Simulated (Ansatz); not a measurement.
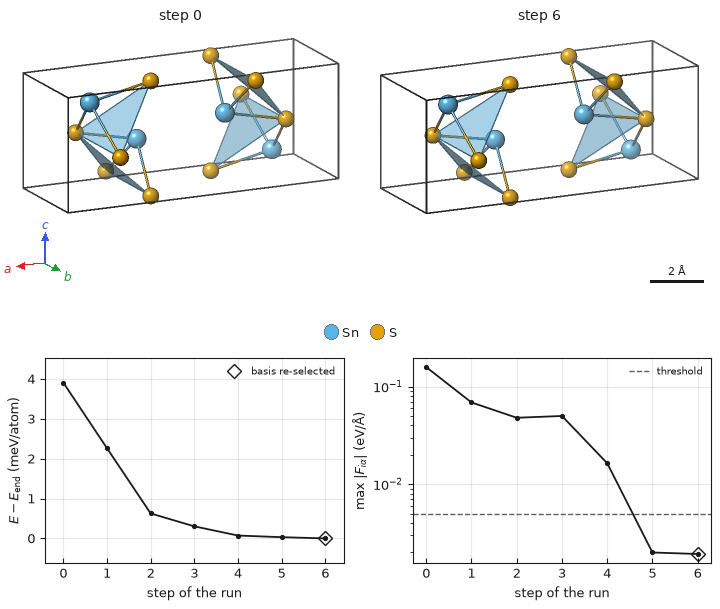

First and last geometry of a relaxation of solid SnS (set up in Pnma), with the history of the run. A polyhedral model of the cell of the calculation, seen from a free direction.

All numbers below come from DFT PBE, scalar-relativistic, plane waves, PAW in Ansatz 0.2.0. Set-up: plane-wave cutoff 420 eV; k-point mesh 4 × 8 × 6; occupations gaussian; smearing width 0.02 eV; no spin polarisation; cell and atoms relaxed; force threshold 0.005 eV/Å; at most 80 steps.

### Read the history and describe the run.

It converged. After 5 accepted moves (6 points after the start) the energy has fallen by 3.9 meV per atom. The largest force component goes from 0.16 to 0.0019 eV/Å. The pressure goes from 1.22 to 0.00 GPa. The SCF was repeated once at an unchanged geometry on a basis and grid sized afresh for the cell, which shifted the energy by less than 0.05 meV per atom at most. The largest moves relative to the cell, 0.060 Å, are those of S atoms. By element the largest moves are S 0.060 Å, Sn 0.001 Å. The volume changes by +0.4 %, with a 11.392 → 11.447 Å (+0.5 %), b 3.957 → 4.022 Å (+1.7 %), c 4.533 → 4.457 Å (−1.7 %). Near-neighbour distances that change, for instance: S–Sn 2.647 → 2.684 Å, S–Sn 2.630 → 2.658 Å. The space group stays Pnma (No. 62).

| step | E − E(0), meV/atom | largest force component, eV/Å | pressure, GPa | volume, Å³/atom | note |
| --- | --- | --- | --- | --- | --- |
| 0 | 0.00 | 0.1585 | 1.22 | 25.540 |  |
| 1 | -1.64 | 0.0688 | -0.54 | 26.131 |  |
| 2 | -3.28 | 0.0479 | -0.30 | 25.844 |  |
| 3 | -3.60 | 0.0500 | 0.34 | 25.446 |  |
| 4 | -3.84 | 0.0164 | -0.02 | 25.634 |  |
| 5 | -3.88 | 0.0020 | 0.00 | 25.650 |  |
| 6 | -3.91 | 0.0019 | 0.00 | 25.650 | same geometry, new basis |

Limits of the set-up: layers or molecules are held without a dispersion correction, so their spacing is unreliable.
